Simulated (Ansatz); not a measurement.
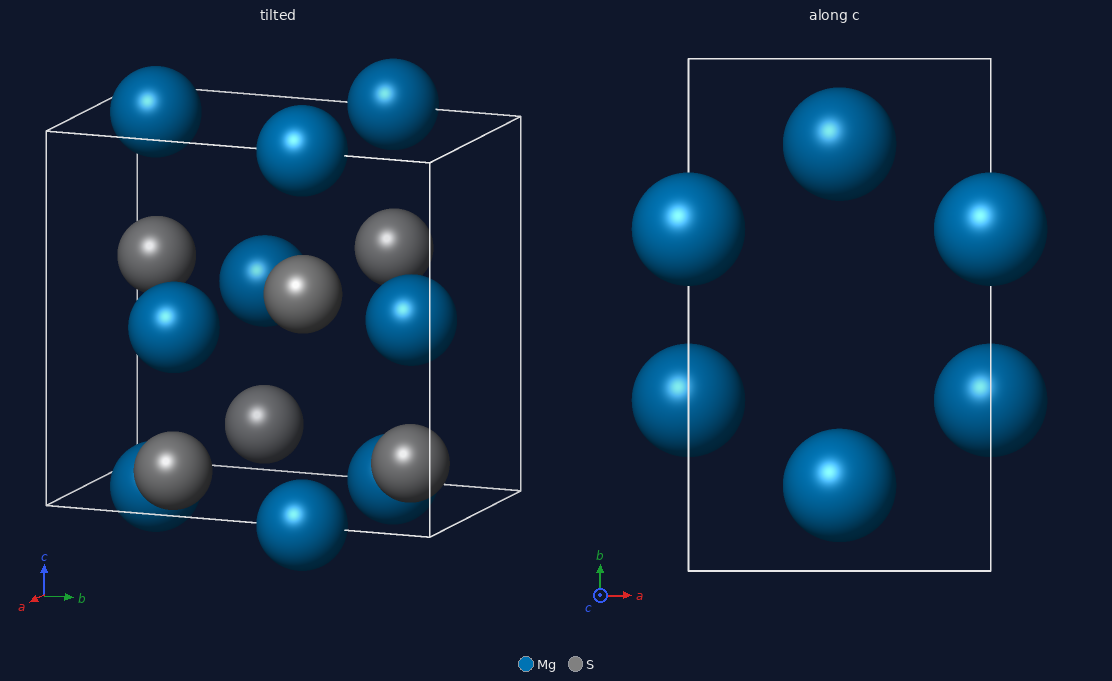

The image is a spheres-only drawing of a crystal, viewed slightly off an axis and along the c axis. The lines enclose the conventional unit cell; boundary atoms appear with their images.

MgS, space group Cmc2_1 (No. 36), a = 4.114 Å, b = 6.978 Å, c = 6.454 Å, α = 90.00°, β = 90.00°, γ = 90.00°. It derives from a structure type filled with these elements by a generator (whether the compound takes this form wasn't checked). The cell was then strained or its atoms displaced on purpose. It was run through Ansatz as a DFT input.

This one geometry was computed with Ansatz (DFT, plane waves, PAW) at three levels of theory: r2SCAN, HSE06 and PBE. It was relaxed with r2SCAN and then strained.

How does the band gap change with the level of theory?

Answer. PBE: a gap of 3.33 eV, direct; r2SCAN: a gap of 4.00 eV, direct; HSE06: a gap of 4.38 eV, direct.

Collect the results in a table.

Answer.
| level | cutoff (eV) | k-mesh of the run's cell | gap (eV) | pressure (GPa) |
| --- | --- | --- | --- | --- |
| r2SCAN | 500 | 12×12×4 | 4.00 | -1.2 |
| HSE06 | 420 | 6×6×4 | 4.38 | -1.2 |
| PBE | 420 | 12×12×4 | 3.33 | -0.2 |

Gaps are taken on the k-mesh or band path of each run.
